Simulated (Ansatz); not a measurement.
**Run report: Si16O, geometry relaxation (part 3 of 3)**

Si16O (defect cell, 17 atoms in the cell); DFT r2SCAN, scalar-relativistic, plane waves, PAW, spin-polarised (Ansatz 0.2.0); cutoff 500 eV, 2×2×2 k-mesh, Gaussian smearing of 0.05 eV, collinear spins. It belongs to a series of runs on one base structure; here: end point A relaxed.

Geometry of the input (Å; fractional positions):
```
0.0000  5.4300  5.4300
5.4300  0.0000  5.4300
5.4300  5.4300  0.0000
Si 0.0000  0.0000  0.0000
Si 0.1250  0.1250  0.1250
Si -0.0000  0.0000  0.5000
Si 0.1250  0.1250  0.6250
Si -0.0000  0.5000  0.0000
Si 0.1250  0.6250  0.1250
Si -0.0000  0.5000  0.5000
Si 0.1250  0.6250  0.6250
Si 0.5000  -0.0000  0.0000
Si 0.6250  0.1250  0.1250
Si 0.5000  0.0000  0.5000
Si 0.6250  0.1250  0.6250
Si 0.5000  0.5000  0.0000
Si 0.6250  0.6250  0.1250
Si 0.5000  0.5000  0.5000
Si 0.6250  0.6250  0.6250
O  0.8802  0.3684  0.8691
```

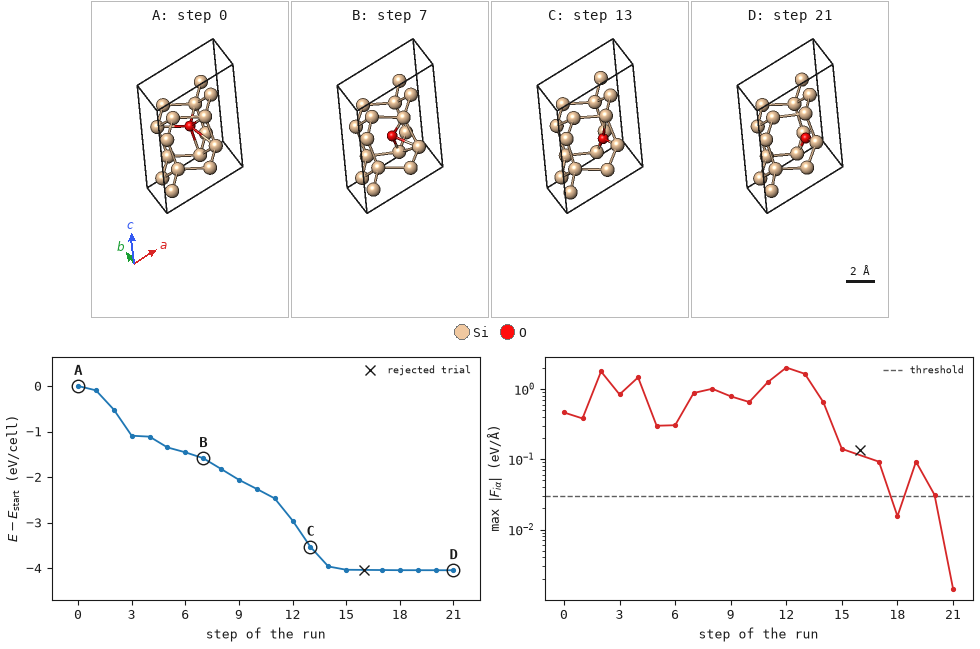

Figure 1. Frames of the relaxation (ball-and-stick view of the cell of the calculation (origin shifted), seen slightly off an axis) above the curves, on which the letters mark them (the first geometry is step 0 here and step 1 in the log).

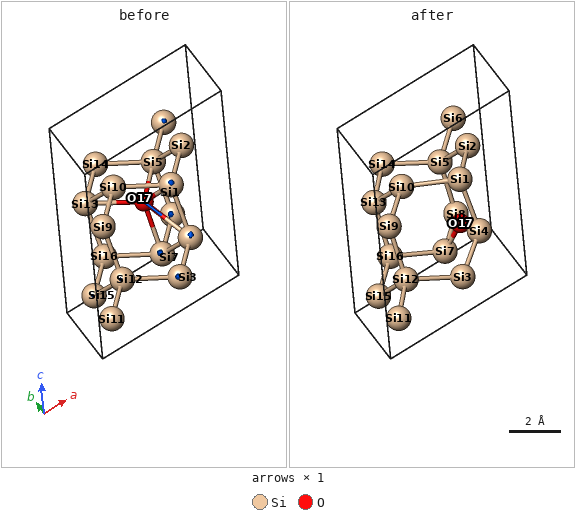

Figure 2. Before (left) and after (right) the relaxation, at one scale (ball-and-stick view of the cell of the calculation (origin shifted), seen slightly off an axis). The blue arrows give the displacements, at true length. O17 moves most: 1.42 Å. By element the largest moves are O 1.42 Å, Si 0.37 Å. The lattice vectors keep their values. Among the contacts that change: Si13–O17 2.385 → 3.574 Å, Si4–O17 2.647 → 1.643 Å, Si5–O17 2.398 → 3.130 Å, Si7–O17 2.315 → 1.643 Å. New bonds form: Si4–O17 (2.65 → 1.64 Å), Si7–O17 (2.31 → 1.64 Å). Among the angles that change: Si4–O17–Si7 56.1° → 127.1°, Si6–Si7–O17 178.6° → 118.5°, Si1–Si4–O17 54.7° → 87.5°. The energy falls by 4.046 eV per cell of the calculation in 21 geometry steps. Largest force component: 0.46 eV/Å at the start, 0.0014 eV/Å at the end. The line search rejected the trial step at point 16 (counted from 0) and went back. (Atoms are counted from 1 in the order of the input.)

```
preconditioner: auto → Resta (q_TF=auto, 2.118 Å⁻¹)  ε∞=4.9  [insulator: Δε(μ)=0.679 eV  Ē_g=8.712 eV  σ=0.050 eV  W_gap=1.00  n_scr=58 (ndim 8)  ℏωp=17.1 eV  f_vac=0.000  D(μ)=0.00/eV (n_scr^D=0)  ε∞_Penn≈4.9]
spin=Collinear: Resta preconditioning applied to the charge; magnetization (m = ρ↑ − ρ↓) channel mixes plain (no charge-response kernel on spin).
the starting moments were not kept: the SCF closed with an absolute magnetisation of 1.2e-5 μB, where they sum to 1 μB in size (1 site). That is at most 0.1 of that sum. Measured as dr2_m measures the in/out step, that magnetisation stands 4.5e-12 eV from none, at or under the dr2_threshold of 1.0e-7 eV: it is no larger than a step whose dr2_m would equal this threshold.
Stability not checked: this state was not tested for a lower state beside it, because the mixer in use, unlike msr1, does not test its closes by its own steps (another_mixer; see scf.mixing.algorithm and scf.lower_state_search)
Magnetization: 0.0000 μB (35.0000 up, 35.0000 down)
Absolute magnetization: 0.0000 μB (∫|ρ↑−ρ↓|, with the PAW one-centre terms)
Spin contamination: 0.0000 ħ² per cell (⟨S²⟩ above its minimum at these occupations)
Per-site moments (μB) at R_I (Å): [(-3.0483415355652917e-7, 0.9574917801592139), (3.7024375515055276e-8, 0.9693102768220082), (-2.1630254767180306e-7, 0.9543119716762413), (1.1405967019909527e-8, 0.6775708062152219), (-1.9387933837186665e-8, 0.9693055044843959), (5.686144716346692e-8, 0.9543420308706021), (-3.0810707927469995e-8, 0.6776537105203781), (4.366838700467075e-7, 0.9574182106664855), (-1.718585032603286e-9, 0.9685476047675969), (8.77275355538415e-8, 0.9670450662573837), (1.0944374261471595e-7, 0.9535994075128253), (-2.0302798586289103e-8, 0.9687441197356372), (4.206439997493526e-8, 0.9687384945052258), (-2.486414738853293e-9, 0.96852887171253), (-8.7964209121947e-8, 0.9670147838132785), (-1.55635278294878e-7, 0.9536065267638207), (4.6523390224863076e-7, 0.6775708062152219)]
Free energy (F): -10792.265391 eV
Harris-Foulkes:  -10792.265391 eV  (|F-HF|=1.27e-10)
[...]
Internal energy: -10792.265391 eV  (E = F + TS)
E sigma→0 (E₀):  -10792.265391 eV
Fermi energy:    6.618378 eV
--- Per-component energies (eV) ---
  E_band       = 41.583372
  E_kinetic    = 838.816199
  E_local      = -1039.416833  (includes V_loc(G=0)·N_el)
  E_nonlocal   = 448.866117
  E_hartree    = 370.676926
  E_xc         = -901.595490
  E_vxc        = -907.550371  (∫ρ·V_xc dr)
  E_paw        = -8473.902956  (= ΣΔE_a)
  E_vpaw       = -78.846084  (= ΣTr[D̂ρ^β])
  E_aug_tail   = 0.001130  (compensation charges beyond the density's cutoff)
  E_vtau       = 38.359264  (kinetic-family band-sum trace: ∫τ·v_τ [+ j·A + Jᵃ·Aᵃ] dr)
  E_ewald      = -2034.455615
  E_core_change = -1.254869  (= ΣΔE_core)
  E_smearing   = -0.000000  (= −TS)
  E_closure    = -0.000000  (closes the sum)
  Σ components = -10792.265391   (vs F -10792.265391, Δ=0.00e0)
--- Forces (eV/Å), atoms counted from 1 ---
  atom   1  Si    -0.00007761     0.00100433     0.00021387
  atom   2  Si     0.00123391     0.00047124    -0.00023420
  atom   3  Si    -0.00000333    -0.00052104    -0.00034415
  atom   4  Si     0.00022830     0.00011842     0.00012424
  atom   5  Si    -0.00011241     0.00024882     0.00031432
  atom   6  Si    -0.00050490    -0.00009345     0.00024864
  atom   7  Si     0.00143776     0.00032857     0.00022066
  atom   8  Si     0.00003384     0.00023023    -0.00003552
  atom   9  Si     0.00013286    -0.00070703     0.00027562
  atom  10  Si    -0.00015958    -0.00017633     0.00010503
  atom  11  Si    -0.00014948    -0.00022406    -0.00020056
  atom  12  Si    -0.00005886    -0.00046889    -0.00077294
  atom  13  Si    -0.00045426    -0.00033924     0.00011153
  atom  14  Si    -0.00014571    -0.00001483    -0.00025041
  atom  15  Si     0.00009933    -0.00031666    -0.00075581
  atom  16  Si    -0.00060146     0.00007565    -0.00002525
  atom  17  O     -0.00090051     0.00038541     0.00100208
  max |Σ_I F_I| component: 2.85e-6 eV/Å
--- Relaxed structure (22 steps of the walk, 21 accepted, 0 SCFs on fresh bases) ---
  F+E_penalty+E_count = -10792.26539069 eV   max|allowed force component| = 1.438e-3 eV/Å
  atoms:
    - { symbol: Si, position: [-0.0015710847124998477, -0.04672529067181441, 0.04160344834827427] }
    - { symbol: Si, position: [0.11234122903897596, 0.1277468070516969, 0.12859923705299942] }
    - { symbol: Si, position: [-0.026275720891658517, 0.04804419734377581, 0.5007229992089874] }
    - { symbol: Si, position: [0.12703330331603513, 0.0813056978435085, 0.671548859376311] }
    - { symbol: Si, position: [-0.008474551110202316, 0.5035006826645315, 0.0011146154777024186] }
    - { symbol: Si, position: [0.13014851649037076, 0.583056960008608, 0.15505663557653898] }
    - { symbol: Si, position: [-0.023754218469318744, 0.5503357537885634, 0.5123421781533597] }
    - { symbol: Si, position: [0.10538003282594888, 0.6778703217883387, 0.625696718213423] }
    - { symbol: Si, position: [0.48709992608078634, 0.00297740489492751, 0.006383331703475104] }
    - { symbol: Si, position: [0.6249732058090169, 0.11361650300442228, 0.13197751099919208] }
    - { symbol: Si, position: [0.4920064379371495, 0.0006177661081591401, 0.5056608713330182] }
    - { symbol: Si, position: [0.599656568672386, 0.14253407746524166, 0.6322037977880857] }
    - { symbol: Si, position: [0.5041706333544461, 0.489167492256404, 0.00649106003650074] }
    - { symbol: Si, position: [0.616768139585244, 0.6285272637363406, 0.12871878335425313] }
    - { symbol: Si, position: [0.47884608969642617, 0.5180778780471996, 0.5028111725067186] }
    - { symbol: Si, position: [0.61116381993014, 0.6318920587276119, 0.6303806078551304] }
    - { symbol: O, position: [1.0506898724467546, 0.3158414259424863, 0.6877439730160295] }
```

## Trajectory as extended XYZ (Å, eV, eV/Å), 6 of the 22 frames kept, from step=1 to step=22
```
17
Lattice="0.0000 5.4300 5.4300 5.4300 0.0000 5.4300 5.4300 5.4300 0.0000" Properties=species:S:1:pos:R:3:forces:R:3 step=1 energy=-10788.21951
Si    0.0000    0.0000    0.0000    0.4639  -0.4212   0.4229
Si    1.3575    1.3575    1.3575    0.0243   0.2406  -0.0071
Si    2.7150    2.7150    0.0000   -0.1094   0.1003   0.0996
Si    4.0725    4.0725    1.3575   -0.2721   0.0026   0.0039
Si    2.7150    0.0000    2.7150   -0.2992  -0.2864  -0.2871
Si    4.0725    1.3575    4.0725   -0.0990  -0.0049  -0.0089
Si    5.4300    2.7150    2.7150    0.4566   0.4154  -0.4147
Si    6.7875    4.0725    4.0725    0.0245  -0.0084   0.2378
Si    0.0000    2.7150    2.7150    0.0911   0.0983  -0.0988
Si    1.3575    4.0725    4.0725    0.0270   0.0115  -0.2489
Si    2.7150    5.4300    2.7150   -0.1110  -0.1013  -0.1021
Si    4.0725    6.7875    4.0725    0.0139   0.0002   0.0011
Si    2.7150    2.7150    5.4300   -0.3181   0.3062   0.3064
Si    4.0725    4.0725    6.7875    0.1706   0.0003   0.0017
Si    5.4300    5.4300    5.4300    0.0910  -0.0980   0.0975
Si    6.7875    6.7875    6.7875    0.0272  -0.2467   0.0129
O     6.7193    9.4985    6.7798   -0.1820  -0.0085  -0.0162
17
Lattice="0.0000 5.4300 5.4300 5.4300 0.0000 5.4300 5.4300 5.4300 0.0000" Properties=species:S:1:pos:R:3:forces:R:3 step=5 energy=-10789.33186
Si    0.2203   -0.2713    0.2667   -0.6640   1.2245  -1.0810
Si    1.3840    1.4072    1.3815    0.1112  -0.1620   0.1979
Si    2.6849    2.6797   -0.0377   -0.1380  -0.0258  -0.0248
Si    3.7939    4.0832    1.3683   -0.0904   0.0595   0.0451
Si    2.7980    0.0805    2.7948   -0.0805  -0.2055  -0.2141
Si    4.2320    1.3867    4.0960    0.0373   0.0205   0.0216
Si    5.6449    2.9760    2.4473   -0.6838  -1.1640   1.3469
Si    6.8132    4.0976    4.1194    0.1052   0.1874  -0.1387
Si    0.0015    2.7311    2.6977   -0.0339   0.1470  -0.1390
Si    1.3837    4.0673    4.0010    0.0871  -0.1054   0.1210
Si    2.6914    5.4792    2.7616   -0.1227   0.0426   0.0472
Si    4.1165    6.7953    4.0797    0.0385   0.0159   0.0089
Si    2.7507    2.6781    5.3928    0.1351   0.0531   0.0377
Si    4.0478    4.0810    6.7949   -0.2304   0.0296   0.0310
Si    5.4314    5.4133    5.4447   -0.0257  -0.1427   0.1487
Si    6.8130    6.7178    6.7799    0.0878   0.0868  -0.0963
O     6.2121    9.3958    6.6912    1.4669  -0.0620  -0.3123
17
Lattice="0.0000 5.4300 5.4300 5.4300 0.0000 5.4300 5.4300 5.4300 0.0000" Properties=species:S:1:pos:R:3:forces:R:3 step=9 energy=-10790.04131
Si    0.1116   -0.1128    0.1129    0.1564   0.1141  -0.5968
Si    1.3697    1.3433    1.4109    0.1522   0.0571   0.0622
Si    2.6720    2.7460    0.0309   -0.2672   0.0097   0.0089
Si    3.8858    4.1416    1.4239    0.2787  -0.4271  -0.4661
Si    2.8026    0.0388    2.7525   -0.1023  -0.1843  -0.1856
Si    4.2321    1.3373    4.0493    0.1968   0.1112   0.1133
Si    5.5424    2.8259    2.6031    0.2119  -0.5865   0.1028
Si    6.8010    4.1269    4.0579    0.1444   0.0515   0.0543
Si    0.0643    2.7752    2.7338    0.0316   0.0601  -0.0599
Si    1.4900    4.1009    4.0379    0.0884  -0.1331   0.1424
Si    2.8174    5.5762    2.8620    0.0523   0.0206   0.0387
Si    4.1902    6.9083    4.1933    0.0147   0.0133   0.0130
Si    2.8285    2.6658    5.3794   -0.0640   0.0956   0.0926
Si    4.0987    4.0715    6.7858   -0.0050   0.0076   0.0078
Si    5.4949    5.4490    5.4899    0.0335  -0.0561   0.0608
Si    6.9225    6.7526    6.8144    0.0868   0.1327  -0.1259
O     5.6956    9.0521    6.3421   -1.0092   0.7134   0.7376
17
Lattice="0.0000 5.4300 5.4300 5.4300 0.0000 5.4300 5.4300 5.4300 0.0000" Properties=species:S:1:pos:R:3:forces:R:3 step=14 energy=-10791.75251
Si   -0.0754    0.0924   -0.1102   -0.1107   0.8959  -0.5148
Si    1.3358    1.2958    1.3516   -0.0859   0.0748  -0.0323
Si    2.7420    2.4953   -0.0732    0.2620   0.3002   0.1993
Si    3.8053    4.2338    0.9984    1.6483  -0.7330   0.7191
Si    2.8156    0.0797    2.7196   -0.0442   0.0269  -0.0179
Si    4.1805    1.5928    3.9242   -0.3185  -0.3072   0.0780
Si    5.8089    2.7205    2.7621   -0.1812   1.1317  -0.6841
Si    6.9961    4.1228    4.1593   -0.0262  -0.1993   0.1905
Si    0.0896    2.7412    2.7277   -0.0449  -0.1282  -0.0135
Si    1.3645    4.0851    4.1831   -0.0239  -0.2542  -0.3098
Si    2.7843    5.2730    2.7623   -0.1564   0.4811  -0.0044
Si    4.2277    6.6850    4.0074   -0.1596  -0.0119   0.0949
Si    2.8237    2.7558    5.4585   -0.0391   0.0283  -0.0285
Si    4.1540    4.1164    6.8275    0.1411  -0.0383  -0.0181
Si    5.5624    5.4376    5.4938    0.0903  -0.0216  -0.1044
Si    7.0045    6.7367    6.8366   -0.0504  -0.2286  -0.0230
O     5.3999    9.3346    7.0509   -0.9007  -1.0167   0.4689
17
Lattice="0.0000 5.4300 5.4300 5.4300 0.0000 5.4300 5.4300 5.4300 0.0000" Properties=species:S:1:pos:R:3:forces:R:3 step=18 energy=-10792.26111
Si   -0.0377    0.2469   -0.2721   -0.0190  -0.0227   0.0315
Si    1.3700    1.3341    1.3029    0.0092   0.0001   0.0033
Si    2.9374    2.6087    0.1022    0.0110  -0.0058   0.0015
Si    4.1031    4.3276    1.1161    0.0925  -0.0246   0.0442
Si    2.7136   -0.0215    2.6847    0.0015  -0.0031  -0.0037
Si    3.9889    1.5706    3.8603    0.0015  -0.0045  -0.0040
Si    5.7801    2.6299    2.8470   -0.0389   0.0566  -0.0309
Si    7.0326    3.9938    4.2394    0.0081  -0.0064   0.0061
Si    0.0426    2.6998    2.6785   -0.0046  -0.0017   0.0002
Si    1.3342    4.1154    4.0360    0.0083  -0.0045  -0.0083
Si    2.8075    5.3765    2.7163   -0.0090   0.0090  -0.0004
Si    4.2101    6.7124    4.0613    0.0015  -0.0024  -0.0026
Si    2.6841    2.7651    5.4155    0.0003   0.0050   0.0099
Si    4.0952    4.0581    6.7772    0.0074  -0.0024  -0.0006
Si    5.5372    5.3475    5.4471   -0.0040  -0.0027  -0.0066
Si    6.9063    6.6944    6.7916   -0.0073  -0.0059  -0.0193
O     5.5140    9.3392    7.2756   -0.0585   0.0161  -0.0203
17
Lattice="0.0000 5.4300 5.4300 5.4300 0.0000 5.4300 5.4300 5.4300 0.0000" Properties=species:S:1:pos:R:3:forces:R:3 step=22 energy=-10792.26539
Si   -0.0278    0.2174   -0.2622   -0.0001   0.0010   0.0002
Si    1.3920    1.3083    1.3037    0.0012   0.0005  -0.0002
Si    2.9798    2.5762    0.1182    0.0000  -0.0005  -0.0003
Si    4.0880    4.3363    1.1313    0.0002   0.0001   0.0001
Si    2.7401   -0.0400    2.6880   -0.0001   0.0002   0.0003
Si    4.0080    1.5487    3.8727   -0.0005  -0.0001   0.0002
Si    5.7703    2.6530    2.8593    0.0014   0.0003   0.0002
Si    7.0784    3.9697    4.2530    0.0000   0.0002   0.0000
Si    0.0508    2.6796    2.6611    0.0001  -0.0007   0.0003
Si    1.3336    4.1102    4.0105   -0.0002  -0.0002   0.0001
Si    2.7491    5.4173    2.6749   -0.0001  -0.0002  -0.0002
Si    4.2068    6.6890    4.0301   -0.0001  -0.0005  -0.0008
Si    2.6914    2.7729    5.3938   -0.0005  -0.0003   0.0001
Si    4.1118    4.0480    6.7620   -0.0001   0.0000  -0.0003
Si    5.5434    5.3304    5.4133    0.0001  -0.0003  -0.0008
Si    6.8541    6.7416    6.7498   -0.0006   0.0001   0.0000
O     5.4495    9.4397    7.4203   -0.0009   0.0004   0.0010
```

## Summary

- outcome: converged
- electrons treated: 70
- free energy: −10792.2654 eV
- Fermi energy: 6.618 eV
- net moment of the cell: 0.00 μB
- integrated absolute moment: 0.00 μB
- final volume: 320.21 Å³
- largest force (length of the vector) at the end: 0.001 eV/Å
- wall time: 13 min (CPU time 49 min)
- peak memory: 1.9 GiB

Notes on the run: some starting moments were not kept. The k-point mesh is coarse for a cell of this size, so the results may not be converged.
